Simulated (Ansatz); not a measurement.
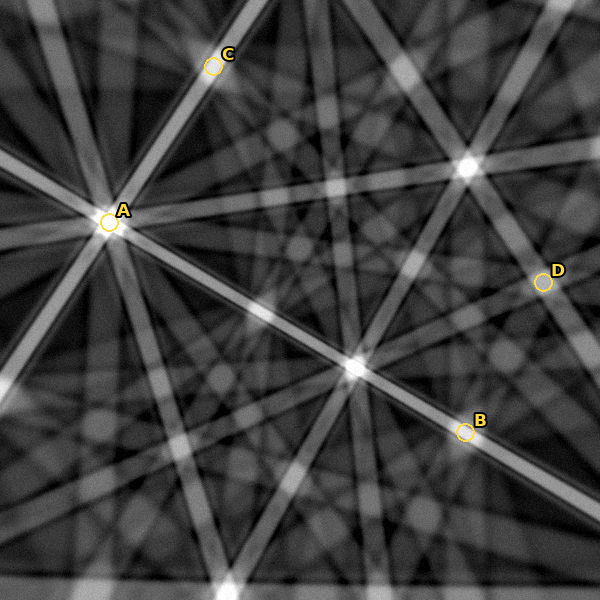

Simulated Kikuchi (electron backscatter) pattern at 20 kV: kinematic bands of width 2θ(Bragg) in gnomonic projection, seen from the camera side; the frame spans ±42° from its centre. Crystal: Zr, space group Pm-3m (No. 221), a = 2.905 Å. Structure: the input geometry of an electronic-structure calculation (not necessarily at equilibrium); the starting structure was generated, so it need not be a known form of this composition.

| atom | site | symmetry | x | y | z |
| --- | --- | --- | --- | --- | --- |
| Zr | 1a | m-3m | 0.0000 | 0.0000 | 0.0000 |

Pole A is [100] and pole B is [120].

> Index the poles C and D.

C is [201], 26.6° from A and 66.4° from B. D is [121], 65.9° from A and 24.1° from B.

> Which band joins A and B, and how wide is it?

It comes from the planes common to both zones. The strongest order is 0 0 1 with d = 2.905 Å, so the band is 2θ = 1.7° wide (λ = 0.0859 Å). Other orders of the same planes (0 0 2, 0 0 3) lie on the same centre line with other widths.
